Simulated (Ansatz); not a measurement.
## Run report: ZnO, single-point calculation

System: ZnO (36 atoms in the cell).
Method: DFT PBE, scalar-relativistic, plane waves, PAW, no spin polarisation (Ansatz 0.2.0).

The structure derives from a Materials Project entry. It belongs to a series of runs on one base structure; here: the perfect crystal in a cell of 36 atoms.

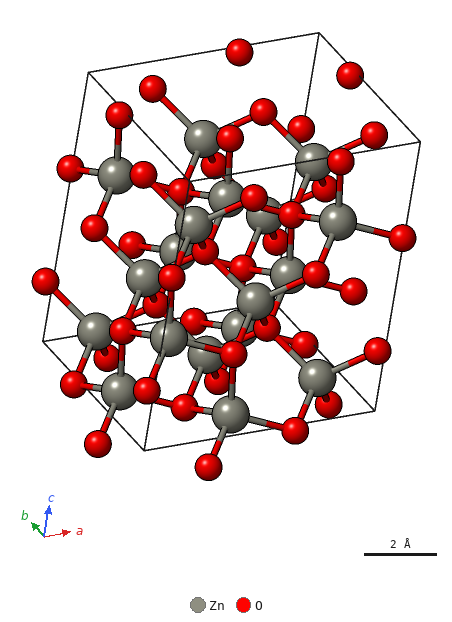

Fig. 1: The input geometry (ball-and-stick view of the cell of the calculation, seen at an oblique angle; bonded neighbours outside the cell are drawn too).

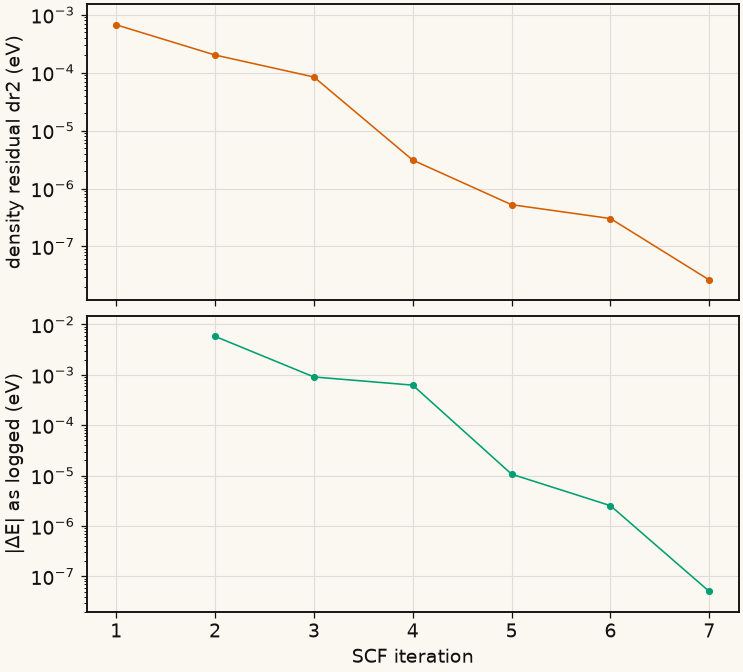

Fig. 2: Convergence of the self-consistent field: density residual dr2 and size of the energy change against the SCF iteration. The residual falls at every step.

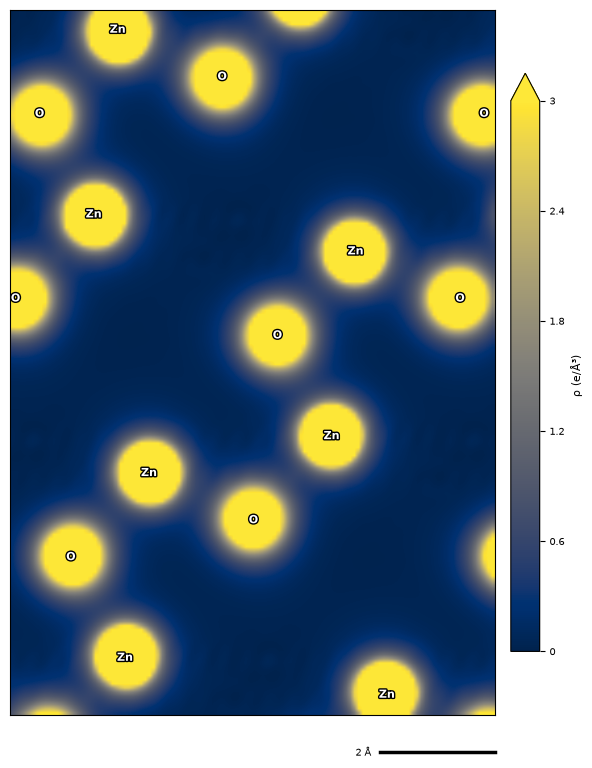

Fig. 3: Valence electron density on the (11̄0) plane of the calculation cell. Atoms in the plane: Zn and O. Zn–O (2.01 Å): ρ is about 0.56 e/Å³ halfway. The density dies away to nearly zero in the voids. Core electrons are frozen (PAW), so the fields are smoothed inside the atomic spheres.

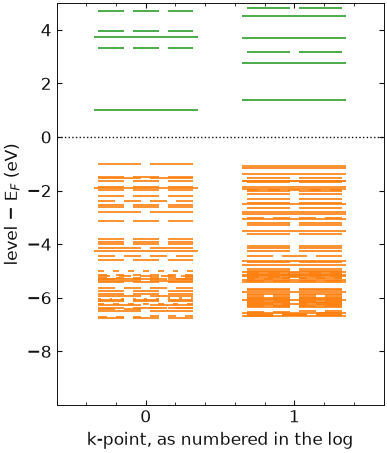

Fig. 4: Kohn–Sham levels near the Fermi level (dotted) at the few k-points that the log prints; levels within 0.02 eV of each other stand side by side. Among these points the highest filled and lowest empty levels are 1.98 eV apart, which is the gap on the mesh.

The input that produced these results follows, with the program's output.

Input file:
```yaml
crystal:
  lattice:
    - [-1.0e-10, -5.680065669, -5.2931776513]
    - [-4.9190811645, 2.8400328345, -5.2931776513]
    - [4.9190811645, 2.8400328344, -5.2931776513]
  atoms:
    - { symbol: Zn, position: [0.388688156, 0.0553548227, 0.0553548227] }
    - { symbol: Zn, position: [0.0553548227, 0.388688156, 0.0553548227] }
    - { symbol: Zn, position: [0.388688156, 0.7220214894, 0.388688156] }
    - { symbol: Zn, position: [0.388688156, 0.388688156, 0.7220214894] }
    - { symbol: Zn, position: [0.0553548227, 0.0553548227, 0.388688156] }
    - { symbol: Zn, position: [0.7220214894, 0.7220214894, 0.0553548227] }
    - { symbol: Zn, position: [0.7220214894, 0.388688156, 0.388688156] }
    - { symbol: Zn, position: [0.0553548227, 0.7220214894, 0.7220214894] }
    - { symbol: Zn, position: [0.7220214894, 0.0553548227, 0.7220214894] }
    - { symbol: Zn, position: [0.4442437116, 0.4442437116, 0.1109103782] }
    - { symbol: Zn, position: [0.1109103782, 0.7775770449, 0.1109103782] }
    - { symbol: Zn, position: [0.4442437116, 0.1109103782, 0.4442437116] }
    - { symbol: Zn, position: [0.4442437116, 0.7775770449, 0.7775770449] }
    - { symbol: Zn, position: [0.1109103782, 0.4442437116, 0.4442437116] }
    - { symbol: Zn, position: [0.7775770449, 0.1109103782, 0.1109103782] }
    - { symbol: Zn, position: [0.7775770449, 0.7775770449, 0.4442437116] }
    - { symbol: Zn, position: [0.1109103782, 0.1109103782, 0.7775770449] }
    - { symbol: Zn, position: [0.7775770449, 0.4442437116, 0.7775770449] }
    - { symbol: O, position: [0.2623196218, 0.9289862884, 0.9289862884] }
    - { symbol: O, position: [0.9289862884, 0.2623196218, 0.9289862884] }
    - { symbol: O, position: [0.2623196218, 0.5956529551, 0.2623196218] }
    - { symbol: O, position: [0.2623196218, 0.2623196218, 0.5956529551] }
    - { symbol: O, position: [0.9289862884, 0.9289862884, 0.2623196218] }
    - { symbol: O, position: [0.5956529551, 0.5956529551, 0.9289862884] }
    - { symbol: O, position: [0.5956529551, 0.2623196218, 0.2623196218] }
    - { symbol: O, position: [0.9289862884, 0.5956529551, 0.5956529551] }
    - { symbol: O, position: [0.5956529551, 0.9289862884, 0.5956529551] }
    - { symbol: O, position: [0.3178751773, 0.3178751773, 0.984541844] }
    - { symbol: O, position: [0.984541844, 0.6512085106, 0.984541844] }
    - { symbol: O, position: [0.3178751773, 0.984541844, 0.3178751773] }
    - { symbol: O, position: [0.3178751773, 0.6512085106, 0.6512085106] }
    - { symbol: O, position: [0.984541844, 0.3178751773, 0.3178751773] }
    - { symbol: O, position: [0.6512085106, 0.984541844, 0.984541844] }
    - { symbol: O, position: [0.6512085106, 0.6512085106, 0.3178751773] }
    - { symbol: O, position: [0.984541844, 0.984541844, 0.6512085106] }
    - { symbol: O, position: [0.6512085106, 0.3178751773, 0.6512085106] }
basis:
  ecutwfc: 420
  xc_grid: 2
kpoints:
  mp_grid: { grid: [2, 2, 2], shift: [0.5, 0.5, 0.5] }
hamiltonian:
  xc: pbe
scf:
  occupations: { method: gaussian, width: 0.02 }
output:
  forces: true
  stress: true
  eigenvalues: true
  write_density: true
  write_potential: true
  elf: true
  volumetric_format: npy
```

Launch command:
```bash
ansatz run input.yaml --threads 8 --pin off --max-ram 16384MiB --backend cpu --events-out ev --progress --plain --runs-dir out
```

Output:
```
Engine: ansatz 0.2.0, aarch64-unknown-linux-gnu
Pseudopotentials: kind: paw
Pseudopotential: Zn, paw, valence charge 12, recommended cutoff 420 eV (normal), Zn.paw.azcp
Pseudopotential: O, paw, valence charge 6, recommended cutoff 420 eV (normal), O.paw.azcp
Functional definition: PBE
  parameter kappa = 0.804
  parameter beta = 0.06672455060314922
  exchange = pbe_x(kappa = kappa, mu = beta*pi^2/3)
  correlation = pbe_c(beta = beta)
Crystal: 36 atoms, lattice volume = 443.685 Å³
Basis set: ecut = 420 eV, 8645 PW (Γ), exchange–correlation on 108×108×108 points (8 copies of the dense FFT grid, shifted against one another)
Bands: 198, of which v1, the nominal top of the filled ones, is band 162 counted from 1 (161 counted from 0)
Symmetry: 54 space group operations
Space group: P63mc (ITA 186), of the structure as read, at distance tolerance 7.6e-5 Å
k-points: 2 of 8 (time reversal used)
Non-local potential: Zn, projectors of the file, l = 0: 2, l = 1: 2, l = 2: 3, l = 3: 1
Non-local potential: O, projectors of the file, l = 0: 2, l = 1: 2, l = 2: 1
PAW form: soft (Blöchl's): semilocal exchange-correlation on the pseudo side does not see the compensation charge
PAW one-centre angular grid: Zn, 590 points (default); XC on 64 Gauss nodes
PAW one-centre angular grid: O, 110 points (default); XC on 64 Gauss nodes
Initial density: superposition of atomic densities (neutral atoms: chi_scale 0, normalization atom), corrected by the library's trained network
Initial wavefunctions: pseudopotential atomic-orbital guess
Functional: x = pbe(κ = 0.804, μ = 0.2195149727645171), c = pbe(β = 0.06672455060314922)
SCF iter   1: F=—  HF=-69963.245523 eV  |F-HF|=—  |Δ(HF+E_count)|=         —  Δρ=6.30e-4  dr2=6.71e-4  ethr=1.77e-3  ⟨swp⟩=5.0  Hψ=1517  notcnv=0  defer=6
preconditioner: auto → Resta (q_TF=auto, 2.589 Å⁻¹)  ε∞=7.5  [insulator: Δε(μ)=1.982 eV  Ē_g=12.416 eV  σ=0.020 eV  W_gap=1.00  n_scr=130 (ndim 8)  ℏωp=31.7 eV  f_vac=0.041  D(μ)=0.00/eV (n_scr^D=0)  ε∞_Penn≈7.5]
SCF iter   2: F=—  HF=-69963.251331 eV  |F-HF|=—  |Δ(HF+E_count)|=   5.81e-3  Δρ=3.73e-4  dr2=2.02e-4  ethr=2.07e-7  ⟨swp⟩=3.0  Hψ=982  notcnv=0  defer=58
SCF iter   3: F=—  HF=-69963.252240 eV  |F-HF|=—  |Δ(HF+E_count)|=   9.09e-4  Δρ=2.04e-4  dr2=8.43e-5  ethr=6.22e-8  ⟨swp⟩=2.0  Hψ=643  notcnv=0  defer=58
SCF iter   4: F=—  HF=-69963.252865 eV  |F-HF|=—  |Δ(HF+E_count)|=   6.25e-4  Δρ=3.32e-5  dr2=3.09e-6  ethr=2.60e-8  ⟨swp⟩=2.0  Hψ=651  notcnv=0  defer=58
SCF iter   5: F=—  HF=-69963.252876 eV  |F-HF|=—  |Δ(HF+E_count)|=   1.07e-5  Δρ=1.45e-5  dr2=5.25e-7  ethr=9.54e-10  ⟨swp⟩=2.0  Hψ=653  notcnv=0  defer=58
SCF iter   6: F=—  HF=-69963.252878 eV  |F-HF|=—  |Δ(HF+E_count)|=   2.54e-6  Δρ=9.54e-6  dr2=3.03e-7  ethr=3.09e-11  ⟨swp⟩=15.5  Hψ=3621  notcnv=0
SCF iter   7: F=-69963.252878 eV  HF=-69963.252878 eV  |F-HF|=3.96e-9  |Δ(HF+E_count)|=   5.03e-8  Δρ=2.39e-6  dr2=2.63e-8  ethr=3.09e-11  ⟨swp⟩=6.0  Hψ=2581  notcnv=0
SCF 1 converged in 7 iterations: F = -69963.252878 eV  dr2 = 2.63e-8
  greatest PAW one-centre occupation: 0.987 electrons in one spin orbital (limit 2), on the Zn atom at site 17 (counted from 0), in its partial waves of l = 2
SCF converged after 7 iterations
Free energy (F): -69963.252878 eV
Harris-Foulkes:  -69963.252878 eV  (|F-HF|=3.96e-9)
Internal energy: -69963.252878 eV  (E = F + TS)
E sigma→0 (E₀):  -69963.252878 eV
Fermi energy:    7.592529 eV
--- Per-component energies (eV) ---
  E_band       = 458.354421
  E_kinetic    = 5490.327961
  E_local      = -36503.048114  (includes V_loc(G=0)·N_el)
  E_nonlocal   = 12017.354161
  E_hartree    = 14986.994066
  E_xc         = -3773.727125
  E_vxc        = -2600.692071  (∫ρ·V_xc dr)
  E_paw        = -35826.158944  (= ΣΔE_a)
  E_vpaw       = -7919.622378  (= ΣTr[D̂ρ^β])
  E_aug_tail   = 0.037438  (compensation charges beyond the density's cutoff)
  E_ewald      = -26355.032322
  E_smearing   = -0.000000  (= −TS)
  E_closure    = 0.000000  (closes the sum)
  Σ components = -69963.252878   (vs F -69963.252878, Δ=0.00e0)
--- Forces (eV/Å), atoms counted from 1 ---
  atom   1  Zn     0.00000000     0.00000000     0.00154719
  atom   2  Zn     0.00000000     0.00000000     0.00154719
  atom   3  Zn     0.00000000     0.00000000     0.00154719
  atom   4  Zn     0.00000000     0.00000000     0.00154719
  atom   5  Zn     0.00000000     0.00000000     0.00154719
  atom   6  Zn     0.00000000     0.00000000     0.00154719
  atom   7  Zn     0.00000000     0.00000000     0.00154719
  atom   8  Zn     0.00000000     0.00000000     0.00154719
  atom   9  Zn     0.00000000     0.00000000     0.00154719
  atom  10  Zn     0.00000000     0.00000000     0.00129265
  atom  11  Zn     0.00000000     0.00000000     0.00129265
  atom  12  Zn     0.00000000     0.00000000     0.00129265
  atom  13  Zn     0.00000000     0.00000000     0.00129265
  atom  14  Zn     0.00000000     0.00000000     0.00129265
  atom  15  Zn     0.00000000     0.00000000     0.00129265
  atom  16  Zn     0.00000000     0.00000000     0.00129265
  atom  17  Zn     0.00000000     0.00000000     0.00129265
  atom  18  Zn     0.00000000     0.00000000     0.00129265
  atom  19  O     -0.00000000    -0.00000000    -0.00329831
  atom  20  O     -0.00000000    -0.00000000    -0.00329831
  atom  21  O     -0.00000000    -0.00000000    -0.00329831
  atom  22  O     -0.00000000    -0.00000000    -0.00329831
  atom  23  O     -0.00000000    -0.00000000    -0.00329831
  atom  24  O     -0.00000000    -0.00000000    -0.00329831
  atom  25  O     -0.00000000    -0.00000000    -0.00329831
  atom  26  O     -0.00000000    -0.00000000    -0.00329831
  atom  27  O     -0.00000000    -0.00000000    -0.00329831
  atom  28  O      0.00000000     0.00000000     0.00043840
  atom  29  O      0.00000000     0.00000000     0.00043840
  atom  30  O      0.00000000     0.00000000     0.00043840
  atom  31  O      0.00000000     0.00000000     0.00043840
  atom  32  O      0.00000000     0.00000000     0.00043840
  atom  33  O      0.00000000     0.00000000     0.00043840
  atom  34  O      0.00000000     0.00000000     0.00043840
  atom  35  O      0.00000000     0.00000000     0.00043840
  atom  36  O      0.00000000     0.00000000     0.00043840
  max |Σ_I F_I| component: 1.81e-4 eV/Å
--- Stress (GPa, compression-positive) ---
        0.045874       0.000000      -0.000000
        0.000000       0.045874      -0.000000
       -0.000000      -0.000000      -0.010082
  P = ⅓ Tr σ = 0.0272 GPa (0.272 kbar)
--- Band table (eV) ---
  k-point 0: bands = ["-11.0002", "-10.6429", "-10.6429", "-10.6429", "-10.5271", "-10.5046", "-10.5046", "-10.5046", "-10.4051", "-10.4051", "-10.4051", "-10.2984", "-10.2984", "-10.2977", "-10.2977", "-10.2726", "-10.2726", "-10.2726", "0.8219", "0.8219", "0.8219", "0.8871", "0.8871", "0.8871", "0.9047", "0.9047", "0.9047", "1.1120", "1.1138", "1.1795", "1.1795", "1.1977", "1.1977", "1.2162", "1.2162", "1.2162", "1.3069", "1.3069", "1.3494", "1.3494",
      "1.3495", "1.3495", "1.3683", "1.3683", "1.3683", "1.4798", "1.4798", "1.4798", "1.5168", "1.5168", "1.5168", "1.5602", "1.5602", "1.5602", "1.5610", "1.5610", "1.5610", "1.5750", "1.5750", "1.5750", "1.6763", "1.6763", "1.7291", "1.7291", "1.7291", "1.8345", "1.8345", "1.8345", "1.9450", "1.9450", "1.9452", "1.9452", "2.1736", "2.1736", "2.1736", "2.2071", "2.2071", "2.2759", "2.2759", "2.2823",
      "2.2823", "2.3103", "2.3103", "2.3103", "2.3418", "2.3418", "2.3418", "2.3588", "2.3588", "2.3588", "2.3968", "2.3968", "2.3968", "2.4127", "2.4127", "2.4425", "2.4425", "2.4425", "2.4565", "2.4565", "2.4565", "2.5868", "2.5868", "2.5869", "2.5869", "2.6058", "2.6058", "2.6058", "3.0005", "3.0005", "3.0005", "3.1532", "3.1532", "3.1532", "3.1532", "3.3310", "3.4375", "3.4375", "3.5843", "3.5843",
      "3.5843", "3.6709", "3.6709", "3.6709", "3.7992", "3.7992", "3.7992", "4.4655", "4.4655", "4.4655", "4.7844", "4.7844", "4.9678", "4.9678", "4.9678", "5.0609", "5.0609", "5.0609", "5.2063", "5.2063", "5.2067", "5.2067", "5.4078", "5.4078", "5.4078", "5.6313", "5.6313", "5.6313", "5.6755", "5.7119", "5.7119", "5.7119", "5.9348", "5.9348", "5.9348", "6.0711", "6.0711", "6.1134", "6.1134", "6.1134",
      "6.6018", "6.6018", "8.5831", "10.9001", "10.9001", "10.9001", "11.3161", "11.5492", "11.5492", "11.5492", "12.3089", "12.3089", "12.3089", "13.9187", "13.9187", "13.9187", "14.3022", "14.3022", "14.3025", "14.3025", "14.4938", "14.4938", "14.7178", "14.7178", "14.7178", "14.7685", "14.7685", "15.2585", "15.3758", "15.3758", "15.3758", "15.4148", "15.4148", "15.4148", "15.5487", "15.5487", "15.5487", "16.2722"]
  k-point 1: bands = ["-10.9472", "-10.7423", "-10.6676", "-10.6676", "-10.5891", "-10.4583", "-10.4583", "-10.4215", "-10.3758", "-10.3755", "-10.3755", "-10.3514", "-10.3514", "-10.3193", "-10.3193", "-10.2760", "-10.2491", "-10.2491", "0.8977", "0.9249", "0.9414", "0.9414", "0.9537", "0.9558", "0.9558", "1.0012", "1.0012", "1.0163", "1.0295", "1.0663", "1.0663", "1.0815", "1.0815", "1.2429", "1.2525", "1.2983", "1.2983", "1.2998", "1.3016", "1.3344",
      "1.3417", "1.3576", "1.3609", "1.3609", "1.3908", "1.3908", "1.4289", "1.4289", "1.4554", "1.4616", "1.4668", "1.4668", "1.5138", "1.5533", "1.5533", "1.5773", "1.5773", "1.6181", "1.6181", "1.6350", "1.6350", "1.7042", "1.7042", "1.7121", "1.7121", "1.7383", "1.7390", "1.8148", "1.8670", "1.8670", "1.9211", "1.9211", "2.1920", "2.2134", "2.2134", "2.2210", "2.2210", "2.2418", "2.3079", "2.3079",
      "2.3135", "2.3135", "2.3181", "2.3243", "2.3397", "2.3397", "2.3732", "2.3732", "2.3773", "2.3885", "2.3918", "2.4027", "2.4281", "2.4281", "2.4384", "2.4504", "2.4870", "2.4870", "2.5156", "2.5156", "2.5156", "2.5188", "2.5188", "2.5423", "2.5785", "2.5785", "2.6796", "2.6796", "2.8051", "2.9186", "2.9186", "2.9639", "3.1659", "3.1670", "3.1670", "3.3365", "3.3365", "3.4595", "3.4595", "3.5246",
      "3.5246", "3.9792", "3.9792", "4.1005", "4.3203", "4.3203", "4.3767", "4.3767", "4.5511", "4.5783", "4.5783", "4.5797", "4.5797", "4.7043", "4.7926", "4.9504", "4.9504", "5.0765", "5.1194", "5.1194", "5.2864", "5.2864", "5.4607", "5.4607", "5.5595", "5.5734", "5.6224", "5.6245", "5.6245", "5.6250", "5.6250", "5.6428", "5.7353", "5.9108", "5.9108", "5.9350", "5.9683", "6.0498", "6.0498", "6.2011",
      "6.4350", "6.5132", "8.9918", "10.3399", "10.7716", "10.7716", "11.2824", "12.1171", "12.4118", "12.4118", "12.6617", "12.6617", "12.7224", "13.1264", "13.1264", "13.1690", "13.1704", "13.1704", "14.2035", "14.2035", "14.5752", "14.6901", "14.6901", "14.8532", "15.0689", "15.0951", "15.0951", "15.1155", "15.1155", "15.2220", "15.2220", "15.2909", "15.2909", "16.0173", "16.1412", "16.1412", "16.6863", "16.6863"]
```

Summary:

- outcome: converged
- space group (tolerance 0.01 Å): P6₃mc (186)
- electrons treated: 324
- free energy: −69963.2529 eV
- Fermi energy: 7.593 eV
- gap on the k-point mesh: 1.98 eV
- pressure: 0.03 GPa
- largest force (length of the vector): 0.003 eV/Å
- hardware: 8 threads of Arm Neoverse V1, 24 GiB of memory available, shared host
- wall time: 9.2 s (CPU time 61 s)
- peak memory: 1.2 GiB
